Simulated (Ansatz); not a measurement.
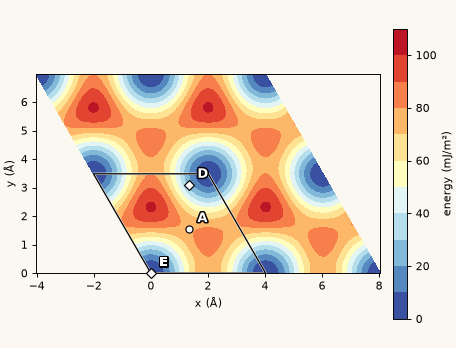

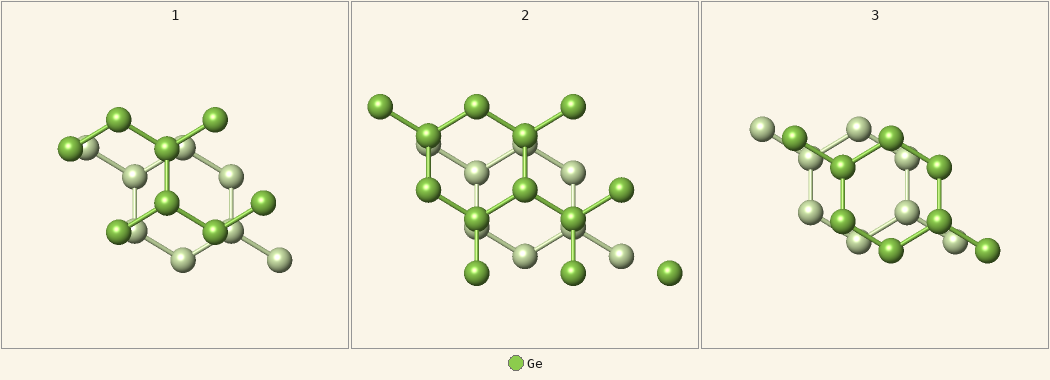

A bilayer of two Ge sheets of the honeycomb type (4 atoms in the cell). 
- The upper layer of a bilayer is slid over the lower one; relaxed at each slide: nothing; the origin of the map has Ge4 above Ge1; the distance between the facing planes is held at 3.85 Å.
- Places are given modulo a cell vector. The map is drawn in real space over the plane of the slide.
- Grid: 9 × 9 points; 19 points were computed and 62 follow by symmetry.
- Energies are in mJ/m², from the lowest grid point.
- At a held distance the lowest stacking need not be the one that binds best once the distance relaxes.
- Method: Ansatz, DFT PBE+D3(BJ), scalar-relativistic, plane waves, PAW. Settings: cutoff 420 eV, k-mesh 9×9×1, gaussian smearing 0.1 eV, no spin polarisation.

In the figure: filled contours, the outline of one cell of the 2 × 2 shown, lettered points. Between grid points the surface is interpolated. The numbered pictures are the structures at these points, in random order. They are seen from 5° off the normal. The lower layer is drawn fainter.

Q: Which structure belongs to which point?

A: A is structure 3: (5/9, 4/9) of the cell vectors, 78 mJ/m²; D is structure 1: (7/9, 8/9) of the cell vectors, 25 mJ/m²; E is structure 2: (0/9, 0/9) of the cell vectors, 0 mJ/m².

PAW datasets: the set soft_1.
